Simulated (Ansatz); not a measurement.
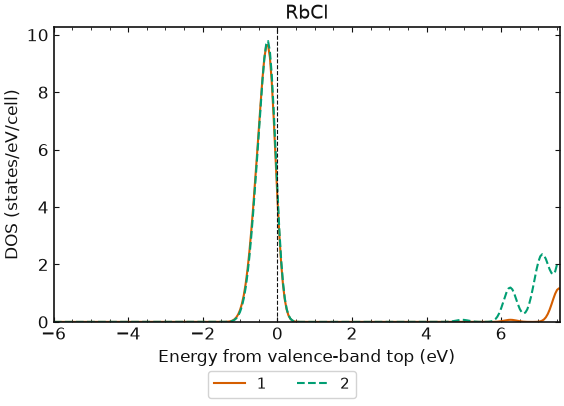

Total densities of states of RbCl, space group Fm-3m (No. 225), 2 atoms in the cell, rocksalt type, by two methods on the same cell. The curves are built from the levels of the k mesh with Gaussians 0.4 eV wide, which also blur the band edges. Each is counted from its own valence-band top.

Q: Which curve is which? The methods: PBE, HSE06.

A: 1 is HSE06; 2 is PBE. HSE06 gives a gap of 6.25 eV and PBE gives a gap of 4.96 eV.

Settings. HSE06: DFT, HSE06, plane waves, PAW, no spin polarisation, 4×4×4 k mesh, 420 eV cutoff (Ansatz). PBE: DFT, PBE, plane waves, PAW, no spin polarisation, 4×4×4 k mesh, 420 eV cutoff (Ansatz).
